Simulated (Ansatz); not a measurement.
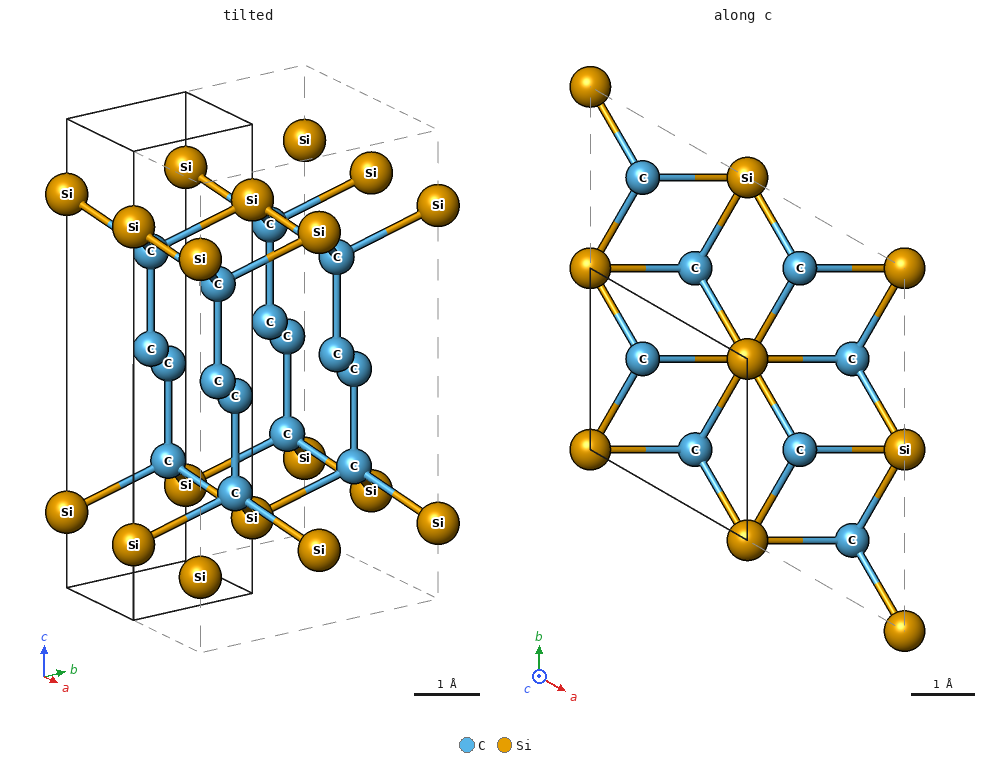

A ball-and-stick rendering, viewed slightly off an axis and along the c axis. The structure is repeated 2×2×1 times; solid lines mark one conventional unit cell.

SiC₂, space group P-3m1 (No. 164), a = 2.92 Å, b = 2.92 Å, c = 7.41 Å, α = 90.00°, β = 90.00°, γ = 120.00°.

Level of theory: difference of finished runs, DFT, PBE0, plane waves, PAW (Ansatz 0.2.0). Settings were plane-wave cutoff 420 eV.

Does it come out as a metal, or with a gap?

Answer. A semiconductor at this level, with a gap of 1.78 eV.

The structure comes from a structure type filled with these elements by a generator (whether the compound takes this form wasn't checked). Earlier steps of the study, as a rule a relaxation of our own, may have changed the cell and positions, so they can lie some per cent off the listed ones. It was the input of a calculation with Ansatz.
